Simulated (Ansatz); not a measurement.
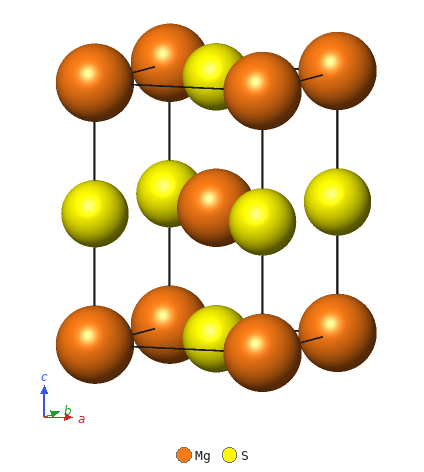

Crystal structure, spheres-only style, seen slightly off an axis. The edges of the conventional unit cell are marked.

MgS, space group Immm (No. 71), a = 3.599 Å, b = 3.759 Å, c = 5.203 Å, α = 90.00°, β = 90.00°, γ = 90.00°. Origin of the cell: a structure type filled with these elements by a generator (whether the compound takes this form wasn't checked). The cell was then strained or its atoms displaced on purpose. It was run through Ansatz as a DFT input.

This one geometry was computed with Ansatz (DFT, plane waves, PAW) at three levels of theory: HSE06, r2SCAN and PBE. It was relaxed with r2SCAN and then strained.

Question: Which level gives the highest pressure at this volume, and what does that say about its equilibrium volume?

Answer: Highest: PBE (1.2 GPa), which points to the largest equilibrium volume. Lowest, with the smallest volume: HSE06 (-0.4 GPa) and r2SCAN (0.0 GPa). Levels within 0.5 GPa of each other can't be told apart.

Question: How does the band gap change with the level of theory?

Answer: PBE: a gap of 2.51 eV, indirect; r2SCAN: a gap of 3.16 eV, indirect; HSE06: a gap of 3.51 eV, indirect.

Question: Collect the results in a table.

Answer:
| level | cutoff (eV) | k-mesh of the run's cell | gap (eV) | pressure (GPa) |
| --- | --- | --- | --- | --- |
| HSE06 | 420 | 6×6×6 | 3.51 | -0.4 |
| r2SCAN | 500 | 8×8×8 | 3.16 | 0.0 |
| PBE | 420 | 8×8×8 | 2.51 | 1.2 |

Gaps are taken on the k-mesh or band path of each run.
